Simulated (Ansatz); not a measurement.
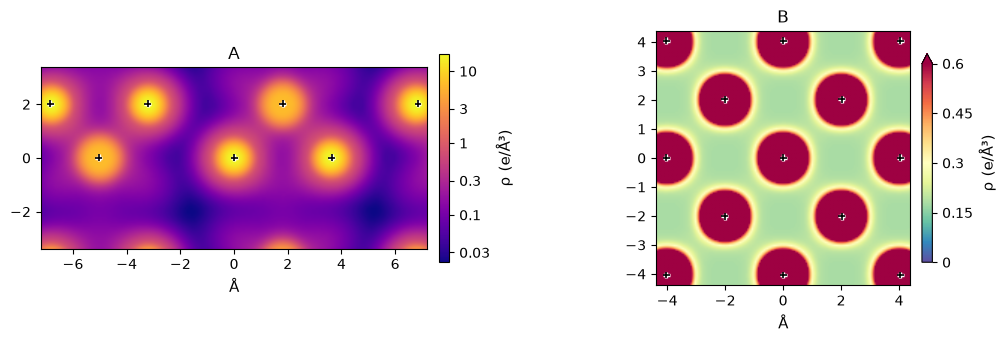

The valence pseudo-density of 2 systems, each on a plane through atoms (crosses mark nuclei in the plane).

Level of theory: DFT PBE+D3(BJ), scalar-relativistic, plane waves, PAW (Ansatz).

System 1: Ti, the (100) plane of the conventional cell. Space group Fm-3m; computed without spin polarisation.

```
Ti
1.0
     4.03778    0.00000    0.00000
     0.00000    4.03778    0.00000
     0.00000    0.00000    4.03778
Ti
4
Direct
  0.00000 0.00000 0.00000
  0.50000 0.50000 0.00000
  0.50000 0.00000 0.50000
  0.00000 0.50000 0.50000
```

System 2: Te₂Mo, the (110) plane of the conventional cell. Space group P6₃/mmc; computed without spin polarisation.

Match each panel to its system.

Answer. Panel A is system 2, Te₂Mo: the plane holds Te and Mo. Te–Mo (2.72 Å): the density is about 0.45 e/Å³ at the midpoint. Panel B is system 1, Ti: the plane holds Ti. Ti–Ti (2.86 Å): the density is about 0.2 e/Å³ at the midpoint.
